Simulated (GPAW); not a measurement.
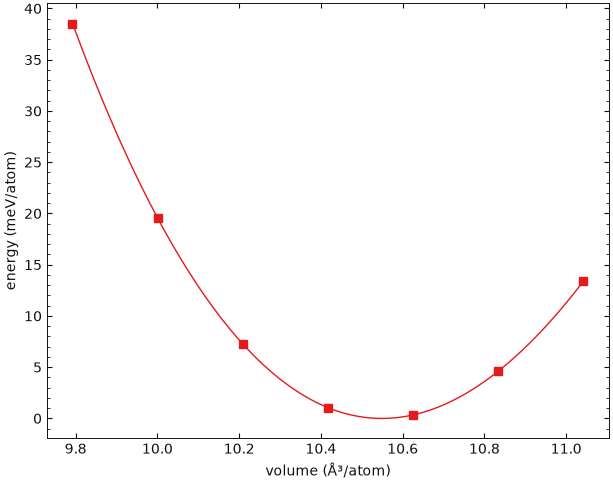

The plot gives the computed energy against volume for AlN, space group F-43m (No. 216).

Structure:
```cif
data_structure
_symmetry_space_group_name_H-M 'P 1'
_symmetry_Int_Tables_number 1
_cell_length_a 3.0886
_cell_length_b 3.0886
_cell_length_c 3.0886
_cell_angle_alpha 60.000
_cell_angle_beta 60.000
_cell_angle_gamma 60.000
_cell_volume 20.83
loop_
_atom_site_label
_atom_site_type_symbol
_atom_site_fract_x
_atom_site_fract_y
_atom_site_fract_z
_atom_site_occupancy
Al1 Al 0.00000 0.00000 0.00000 1
N1 N 0.25000 0.25000 0.25000 1
```

Calculation (GPAW 26.7.0): PAW DFT in plane waves, on a grid or in atomic orbitals, no spin polarisation; energies at scaled volumes of the given cell, shape and fractions fixed, counted from the fit's minimum, third-order Birch-Murnaghan fit. Level: SOGGA.

k mesh 10×10×10; occupations Fermi–Dirac; smearing width 0.05 eV; potentials PAW data sets made by gpaw setup for the functional; wave cutoff 800 eV; program settings basis pw.

From this curve and the settings, what does the calculation give for the pressure at the same points?

The pressure falls from 16.67 GPa at volume 9.79 Å³/atom to −9.07 GPa at 11.04 Å³/atom, and changes sign near 10.52 Å³/atom.

```
volume (Å³/atom)  pressure (GPa)
            9.79           16.67
           10.00           11.25
           10.21            6.35
           10.42            1.91
           10.63           -2.12
           10.83           -5.77
           11.04           -9.07
```
